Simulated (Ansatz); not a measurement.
# SnSe2: what the fields show

The calculation's input:

```
crystal:
  lattice:
    - [3.8109987816, 0.0, 0.0]
    - [-1.9054993908, 3.3004217586, 0.0]
    - [0.0, 0.0, 6.137]
  atoms:
    - { symbol: Sn, position: [0.0, 0.0, 0.0] }
    - { symbol: Se, position: [0.3333333333, 0.6666666667, 0.2988838195] }
    - { symbol: Se, position: [0.6666666667, 0.3333333333, 0.75] }
basis:
  ecutwfc: 420
kpoints:
  mp_grid: { grid: [12, 12, 6] }
hamiltonian:
  xc: pbe
scf:
  occupations: { method: gaussian, width: 0.05 }
output:
  forces: true
  stress: true
  eigenvalues: true
  write_density: true
  write_potential: true
  elf: true
  volumetric_format: npy
```

Launched as:

```sh
ansatz run input.yaml --threads 1 --pin off --max-ram 2560MiB --backend cpu --events-out ev --progress --plain --runs-dir out
```

Below, planes, directions and counts refer to the conventional cell (a = 3.81 Å, b = 3.81 Å, c = 6.14 Å, α = 90.00°, β = 90.00°, γ = 120.00°).

Space group P3m1; changed on purpose from its base cell (atom 2 (Se) moved by (+0.000, +0.300) A along x and z); not relaxed (largest force 1.9 eV/Å).

Method: DFT PBE, scalar-relativistic, plane waves, PAW (Ansatz 0.2.0).

In a PAW calculation such maps are meaningful between the atoms, not at the nuclei.

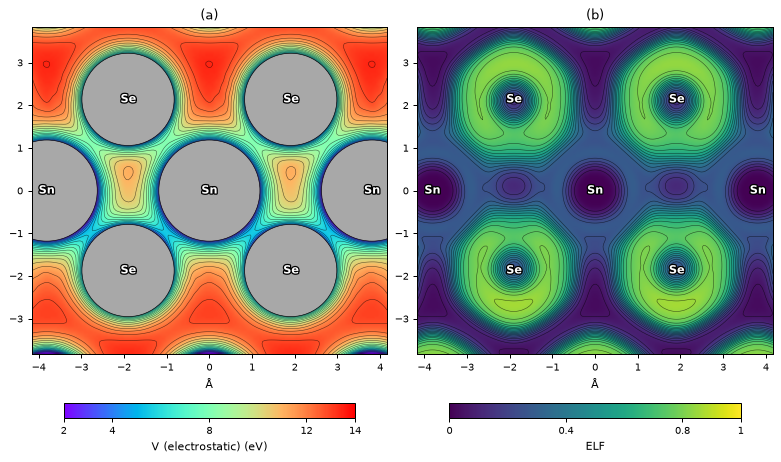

Figure 1. (a) electrostatic potential (local pseudopotential plus Hartree) felt by an electron; (b) ELF on the (101̄) plane of the conventional cell. Grey discs cover the atomic cores in the potential map.

Q: What do the fields say about this system?

A:
- The section cuts through Sn and Se sites.
- Sn–Se (2.68 Å): the ELF is about 0.60 at the midpoint.
- Sn–Se (2.86 Å): the ELF is about 0.55 at the midpoint.
- The ELF also peaks beside Se, away from the bonds: lone-pair regions.
- Outside the cores the potential energy rises away from the atoms and is highest about 2.1 Å from the nearest atoms; its zero is arbitrary.

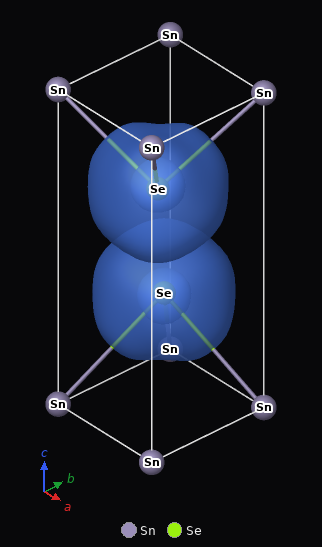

Figure 2. Isosurface of the ELF at 0.6 (blue), seen slightly off an axis. Core shells and regions of very low density are left out. Sticks mark near contacts.

Q: Where are the electrons localised?

A: The ELF exceeds this value in one region on Se in which the atom's valence shell and bonds are merged and one region wrapped around Se (its valence shell), counted in one cell of 3 atoms. Regions shared between cells count once.

Q: Does the calculation make it a metal, or give it a gap?

A: It is gapless in this calculation (a metal or semimetal).
